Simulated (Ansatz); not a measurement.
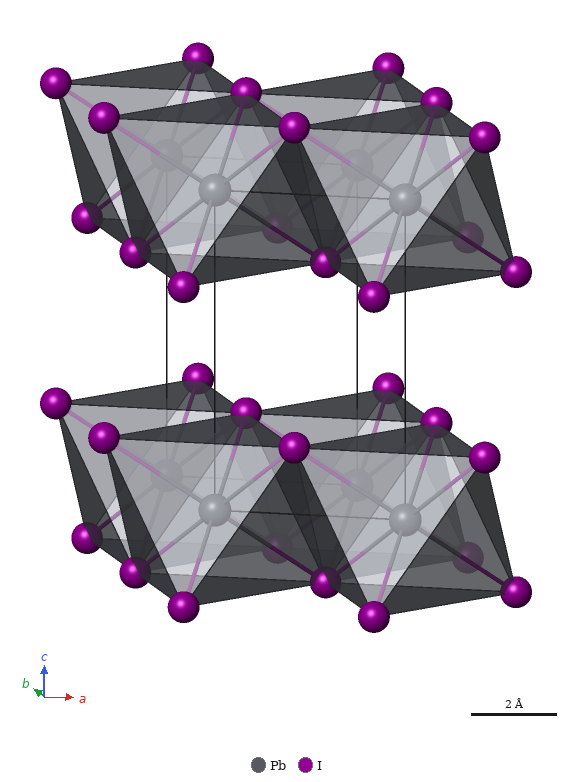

**Figure 1.** The input geometry (polyhedral view of the cell of the calculation, seen slightly off an axis; polyhedra are completed across the faces of the cell).

Run report: PbI2, geometry relaxation

PbI2 (P-3m1, 3 atoms in the cell), computed with DFT PBE, scalar-relativistic, plane waves, PAW, no spin polarisation (Ansatz 0.2.0).

The structure derives from an entry of the Crystallography Open Database.

## Input
```yaml
crystal:
  lattice:
    - [4.6779478794, 0.0, 0.0]
    - [-2.3389739397, 4.0512217012, 0.0]
    - [0.0, 0.0, 7.6933195455]
  atoms:
    - { symbol: Pb, position: [0.0, 0.0, 0.0] }
    - { symbol: I, position: [0.3333333333, 0.6666666667, 0.2412177995] }
    - { symbol: I, position: [0.6666666667, 0.3333333333, 0.7587822005] }
basis:
  ecutwfc: 420
kpoints:
  mp_grid: { grid: [9, 9, 4] }
hamiltonian:
  xc: pbe
scf:
  occupations: { method: gaussian, width: 0.02 }
output:
  forces: true
  stress: true
  eigenvalues: true
  write_density: true
  write_potential: true
  elf: true
  volumetric_format: npy
relax:
  adjacent_minimum: "off"
  f_tol: 0.005
  max_steps: 80
  cell: { stress_tol: 0.05 }
```

Run on 2 threads of AMD EPYC (Zen 3), 189 GiB of memory available, shared host.

Run as:
```bash
ansatz run input.yaml --threads 2 --pin off --max-ram 5120MiB --backend cpu --events-out ev --progress --plain --runs-dir out
```

## Log
```
Engine: ansatz 0.2.0, x86_64-unknown-linux-gnu
Pseudopotentials: kind: paw
Pseudopotential: Pb, paw, valence charge 14, recommended cutoff 420 eV (normal), Pb.paw.azcp
Pseudopotential: I, paw, valence charge 17, recommended cutoff 420 eV (normal), I.paw.azcp
Functional definition: PBE
  parameter kappa = 0.804
  parameter beta = 0.06672455060314922
  exchange = pbe_x(kappa = kappa, mu = beta*pi^2/3)
  correlation = pbe_c(beta = beta)
Crystal: 3 atoms, lattice volume = 145.799 Å³
Basis set: ecut = 420 eV, 2839 PW (Γ), exchange–correlation on 64×64×108 points (8 copies of the dense FFT grid, shifted against one another)
Bands: 29, of which v1, the nominal top of the filled ones, is band 24 counted from 1 (23 counted from 0)
Symmetry: 12 space group operations
Space group: P-3m1 (ITA 164), of the structure as read, at distance tolerance 5.3e-5 Å
k-points: 43 of 324
Non-local potential: Pb, projectors of the file, l = 0: 2, l = 1: 2, l = 2: 2, l = 3: 2
Non-local potential: I, projectors of the file, l = 0: 2, l = 1: 2, l = 2: 2, l = 3: 2
PAW form: soft (Blöchl's): semilocal exchange-correlation on the pseudo side does not see the compensation charge
PAW one-centre angular grid: Pb, 590 points (default); XC on 64 Gauss nodes
PAW one-centre angular grid: I, 590 points (default); XC on 64 Gauss nodes
Initial density: superposition of atomic densities (neutral atoms: chi_scale 0, normalization atom), corrected by the library's trained network
Initial wavefunctions: pseudopotential atomic-orbital guess
Functional: x = pbe(κ = 0.804, μ = 0.2195149727645171), c = pbe(β = 0.06672455060314922)
SCF iter   1: F=—  HF=-26934.252545 eV  |F-HF|=—  |Δ(HF+E_count)|=         —  Δρ=6.48e-4  dr2=5.81e-4  ethr=1.77e-3  ⟨swp⟩=9.6  Hψ=6471  notcnv=0
preconditioner: auto → Resta (q_TF=auto, 2.267 Å⁻¹)  ε∞=2.5  [insulator: Δε(μ)=2.422 eV  Ē_g=13.285 eV  σ=0.020 eV  W_gap=1.00  n_scr=34 (ndim 8)  ℏωp=16.3 eV  f_vac=0.220  D(μ)=0.00/eV (n_scr^D=0)  ε∞_Penn≈2.5]
SCF iter   2: F=—  HF=-26934.251184 eV  |F-HF|=—  |Δ(HF+E_count)|=   1.36e-3  Δρ=4.61e-4  dr2=3.24e-4  ethr=1.21e-6  ⟨swp⟩=3.0  Hψ=3252  notcnv=0  defer=43
SCF iter   3: F=—  HF=-26934.251225 eV  |F-HF|=—  |Δ(HF+E_count)|=   4.07e-5  Δρ=2.31e-4  dr2=4.61e-5  ethr=6.74e-7  ⟨swp⟩=3.0  Hψ=2248  notcnv=0  defer=43
SCF iter   4: F=—  HF=-26934.251305 eV  |F-HF|=—  |Δ(HF+E_count)|=   8.03e-5  Δρ=5.49e-5  dr2=4.49e-6  ethr=9.60e-8  ⟨swp⟩=2.0  Hψ=1930  notcnv=0  defer=43
SCF iter   5: F=—  HF=-26934.251321 eV  |F-HF|=—  |Δ(HF+E_count)|=   1.56e-5  Δρ=2.66e-5  dr2=1.22e-6  ethr=9.36e-9  ⟨swp⟩=2.1  Hψ=1742  notcnv=0  defer=43
SCF iter   6: F=-26934.251322 eV  HF=-26934.251322 eV  |F-HF|=4.85e-8  |Δ(HF+E_count)|=   7.22e-7  Δρ=4.51e-6  dr2=2.97e-8  ethr=2.08e-10  ⟨swp⟩=13.5  Hψ=10301  notcnv=0
SCF 1 converged in 6 iterations: F = -26934.251322 eV  dr2 = 2.97e-8
  greatest PAW one-centre occupation: 0.999 electrons in one spin orbital (limit 2), on the I atom at site 2 (counted from 0), in its partial waves of l = 2
relax step   1: F+E_penalty+E_count = -26934.25132155 eV  Δ(F+E_penalty+E_count) = +0.000e0 eV  max|allowed force component| = 4.014e-5 eV/Å  Δτ_max = 0.0000 Å  P = +0.017 GPa  Ω = 145.799 Å³  (6 SCF iters, dr2 threshold 1.00e-7 eV, accepted)
Initial density: handed on by an earlier stage of this run
Initial wavefunctions: pseudopotential atomic-orbital guess (no wavefunctions were taken with the density)
iter 1 solved again at ethr=1.29e-6 eV; its pass at ethr=3.10e-3 eV (dr2=6.19e-4 eV) is discarded
SCF iter   1: F=—  HF=-26934.251327 eV  |F-HF|=—  |Δ(HF+E_count)|=         —  Δρ=4.25e-6  dr2=2.85e-8  ethr=1.29e-6  ⟨swp⟩=3.1  Hψ=9609  notcnv=0
eigensolver tolerance schedule: the retry pair's looser diagonalisation over-reported the residual by 21717.56 of it (diagonalisation noise at an unbounded share of the residual, at the tolerance the schedule requests for it); recorded, not acted on — ethr = c·dr2/N_el stays at c = 1.0e-1
preconditioner: auto → Resta (q_TF=auto, 2.267 Å⁻¹)  ε∞=2.5  [insulator: Δε(μ)=2.429 eV  Ē_g=13.279 eV  σ=0.020 eV  W_gap=1.00  n_scr=34 (ndim 8)  ℏωp=16.3 eV  f_vac=0.220  D(μ)=0.00/eV (n_scr^D=0)  ε∞_Penn≈2.5]
SCF iter   2: F=—  HF=-26934.251322 eV  |F-HF|=—  |Δ(HF+E_count)|=   5.22e-6  Δρ=3.14e-6  dr2=1.57e-8  ethr=5.94e-11  ⟨swp⟩=3.8  Hψ=3125  notcnv=0
SCF iter   3: F=—  HF=-26934.251322 eV  |F-HF|=—  |Δ(HF+E_count)|=   1.77e-8  Δρ=1.33e-6  dr2=4.41e-9  ethr=3.27e-11  ⟨swp⟩=2.3  Hψ=1985  notcnv=0
SCF iter   4: F=—  HF=-26934.251322 eV  |F-HF|=—  |Δ(HF+E_count)|=   1.37e-8  Δρ=4.47e-7  dr2=5.41e-10  ethr=9.19e-12  ⟨swp⟩=2.0  Hψ=1596  notcnv=0
SCF iter   5: F=—  HF=-26934.251322 eV  |F-HF|=—  |Δ(HF+E_count)|=   1.86e-9  Δρ=2.28e-7  dr2=1.35e-10  ethr=1.13e-12  ⟨swp⟩=2.0  Hψ=2108  notcnv=0
SCF iter   6: F=-26934.251322 eV  HF=-26934.251322 eV  |F-HF|=3.64e-11  |Δ(HF+E_count)|=  7.28e-12  Δρ=1.46e-7  dr2=2.28e-11  ethr=1.00e-12  ⟨swp⟩=6.2  Hψ=6256  notcnv=0
SCF 2 converged in 6 iterations: F = -26934.251322 eV  dr2 = 2.28e-11
relax step   2: F+E_penalty+E_count = -26934.25132157 eV  Δ(F+E_penalty+E_count) = -1.623e-8 eV  max|allowed force component| = 3.247e-5 eV/Å  Δτ_max = 0.0000 Å  P = +0.017 GPa  Ω = 145.799 Å³  stress off target by 4.57e-2 GPa  SCF on the basis re-selected at this cell (its energy is not comparable with the rows above)  (6 SCF iters)
```

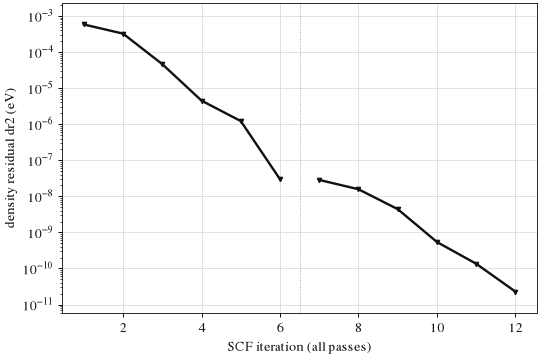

**Figure 2.** Convergence of the self-consistent field: density residual dr2 against the SCF iteration. The dotted lines part the SCF passes of the relaxation: geometry steps, rejected trials and re-solves on a re-selected basis. The passes take 6 and 6 iterations.

```
basis re-selected at this cell: Δ(F+E_penalty+E_count) = -1.623e-8 eV, ΔP = +0.000 GPa vs the last step (what re-selecting the basis moved, of the pressure what is left beyond the Pulay correction that the steps carried, after the strain that the cell walked since its last selection, with what the two solves' SCF thresholds leave and, on support functions, any second-order correction that the steps lacked; it is no measure of the basis error at this ecutwfc). This SCF's stress stands 4.57e-2 GPa from its target on what of the cell is left free (relax.cell.stress_tol is 5.00e-2 GPa) and its largest allowed force component is 3.25e-5 eV/Å (relax.f_tol is 5.00e-3 eV/Å): within both
SCF converged after 6 iterations
Free energy (F): -26934.251322 eV
Harris-Foulkes:  -26934.251322 eV  (|F-HF|=3.64e-11)
Internal energy: -26934.251322 eV  (E = F + TS)
E sigma→0 (E₀):  -26934.251322 eV
Fermi energy:    4.478604 eV
--- Per-component energies (eV) ---
  E_band       = -944.660159
  E_kinetic    = 662.294133
  E_local      = -6177.767182  (includes V_loc(G=0)·N_el)
  E_nonlocal   = 168.036638
  E_hartree    = 2976.765211
  E_xc         = -476.240012
  E_vxc        = -388.347429  (∫ρ·V_xc dr)
  E_paw        = -20034.918324  (= ΣΔE_a)
  E_vpaw       = -1162.406929  (= ΣTr[D̂ρ^β])
  E_aug_tail   = 0.000044  (compensation charges beyond the density's cutoff)
  E_ewald      = -4052.421830
  E_smearing   = -0.000000  (= −TS)
  E_closure    = 0.000000  (closes the sum)
  Σ components = -26934.251322   (vs F -26934.251322, Δ=0.00e0)
--- Forces (eV/Å), atoms counted from 1 ---
  atom   1  Pb     0.00000000     0.00000000     0.00000000
  atom   2  I      0.00000000     0.00000000     0.00003247
  atom   3  I      0.00000000     0.00000000    -0.00003247
  max |Σ_I F_I| component: 0.00e0 eV/Å
--- Stress (GPa, compression-positive) ---
        0.003276       0.000000      -0.000000
        0.000000       0.003276       0.000000
        0.000000       0.000000       0.045686
  P = ⅓ Tr σ = 0.0174 GPa (0.174 kbar)
--- Band table (eV; the first three rows and the last of 43) ---
  k-point 0: bands = ["-40.2577", "-40.2577", "-40.2577", "-40.2577", "-40.2549", "-40.2549", "-40.2548", "-40.2548", "-40.2534", "-40.2534", "-12.6515", "-12.6515", "-12.6455", "-12.6375", "-12.6375", "-8.3617", "-7.8309", "-3.2709", "2.5234", "2.5234", "2.5813", "2.6981", "2.7044", "2.7044", "5.8352", "6.7252", "6.7252", "9.3795", "10.9635"]
  k-point 1: bands = ["-40.2577", "-40.2577", "-40.2577", "-40.2577", "-40.2549", "-40.2549", "-40.2548", "-40.2548", "-40.2534", "-40.2534", "-12.6515", "-12.6515", "-12.6456", "-12.6375", "-12.6375", "-8.3403", "-7.8603", "-3.2433", "2.2516", "2.5019", "2.5019", "2.7321", "2.7321", "3.0244", "5.7631", "6.6934", "6.6934", "9.7081", "10.7336"]
  k-point 2: bands = ["-40.2577", "-40.2577", "-40.2576", "-40.2576", "-40.2549", "-40.2549", "-40.2548", "-40.2548", "-40.2534", "-40.2534", "-12.6515", "-12.6515", "-12.6455", "-12.6375", "-12.6375", "-8.3160", "-7.8925", "-3.2155", "2.0897", "2.4847", "2.4847", "2.7556", "2.7556", "3.1842", "5.6931", "6.6623", "6.6623", "10.1798", "10.5798"]
  k-point 42: bands = ["-40.2576", "-40.2576", "-40.2576", "-40.2576", "-40.2550", "-40.2549", "-40.2549", "-40.2549", "-40.2533", "-40.2533", "-12.6658", "-12.6658", "-12.6359", "-12.6340", "-12.6340", "-7.7241", "-7.7241", "-3.8632", "0.9378", "0.9378", "1.2309", "2.6554", "2.6554", "3.2640", "7.0215", "7.0215", "7.6446", "10.5817", "11.0656"]
--- Relaxed structure (1 steps of the walk, 1 accepted, 1 SCFs on fresh bases) ---
  F+E_penalty+E_count = -26934.25132157 eV   max|allowed force component| = 3.247e-5 eV/Å   (the final SCF, on the basis selected at the relaxed cell)
  cell:  # Å, volume = 145.7992 Å³
    - [4.677947879434673, 0.0, 0.0]
    - [-2.3389739397173366, 4.051221701169972, 0.0]
    - [0.0, 0.0, 7.6933195455]
  atoms:
    - { symbol: Pb, position: [0.0, 0.0, 0.0] }
    - { symbol: I, position: [0.33333333333333337, 0.6666666666666667, 0.2412177995] }
    - { symbol: I, position: [0.6666666666666666, 0.33333333333333337, 0.7587822004999999] }
```

## Trajectory as extended XYZ (Å, eV, eV/Å), 2 frames, from step=1 to step=2
```
3
Lattice="4.6779 0.0000 0.0000 -2.3390 4.0512 0.0000 0.0000 0.0000 7.6933" Properties=species:S:1:pos:R:3:forces:R:3 step=1 energy=-26934.25132 pressure_GPa=0.02
Pb    0.0000    0.0000    0.0000    0.0000   0.0000   0.0000
I     0.0000    2.7008    1.8558    0.0000   0.0000   0.0000
I     2.3390    1.3504    5.8376    0.0000   0.0000   0.0000
3
Lattice="4.6779 0.0000 0.0000 -2.3390 4.0512 0.0000 0.0000 0.0000 7.6933" Properties=species:S:1:pos:R:3:forces:R:3 step=2 energy=-26934.25132 pressure_GPa=0.02
Pb    0.0000    0.0000    0.0000    0.0000   0.0000   0.0000
I     0.0000    2.7008    1.8558    0.0000   0.0000   0.0000
I     2.3390    1.3504    5.8376    0.0000   0.0000   0.0000
```

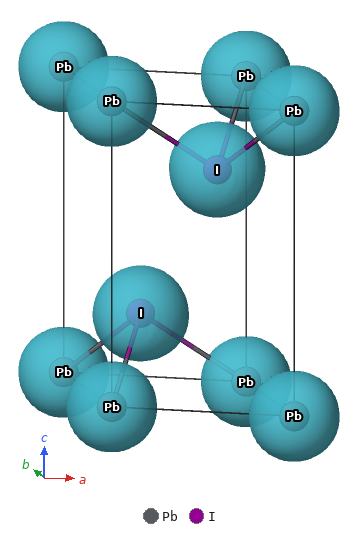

**Figure 3.** Isosurface of the valence charge density (pseudo) at 0.4 e/Å³ (cyan), seen slightly off an axis. Sticks mark near contacts. The outline is the cell set on symmetry axes. At this value the density breaks into separate islands; it holds about 80 % of the electrons treated as valence (semicore included). It is pinched off along the Pb–I (3.28 Å) contacts. On the grid the lowest density along these lines, outside the cores, is 0.18 e/Å³ (Pb–I, 3.28 Å). The fields are those of the smooth PAW valence density.

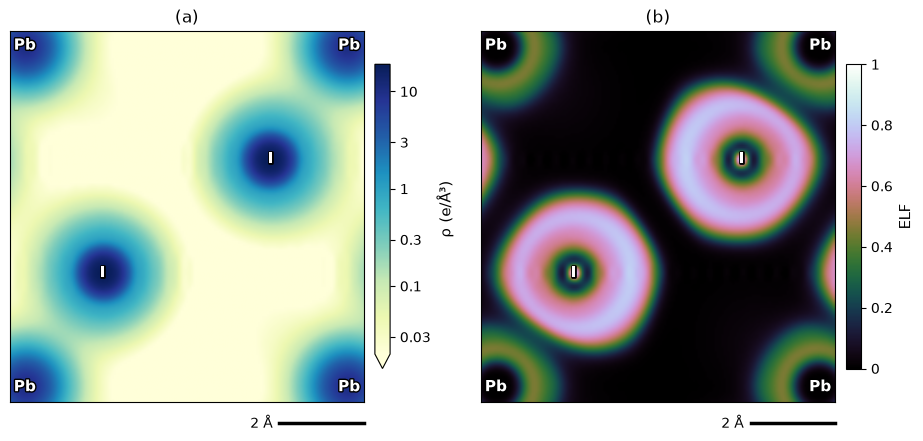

**Figure 4.** (a) valence charge density (pseudo); (b) ELF on the (110) plane of the conventional cell. The plane passes through Pb and I nuclei. Pb–I (3.28 Å): ρ at the midpoint is about 0.19 e/Å³; the ELF peaks at about 0.75 in the valence shell of I, 1.2 Å from its nucleus, and drops to about 0.25 between the two atoms. The density dies away to nearly zero in the voids.

## Key numbers

```tsv
quantity	value
outcome	converged
space group (tolerance 0.01 Å)	P-3m1 (164)
electrons treated	48
free energy	−26934.2513 eV
Fermi energy	4.479 eV
gap on the k-point mesh	2.43 eV
pressure	0.02 GPa
final volume	145.80 Å³
largest force (length of the vector) at the end	under 0.001 eV/Å
final cell	a = 4.678 Å, b = 4.678 Å, c = 7.693 Å, α = 90.00°, β = 90.00°, γ = 120.00°
wall time	27 s (CPU time 47 s)
peak memory	0.52 GiB
```

## Notes

Spin–orbit coupling is left out, which matters for Pb.
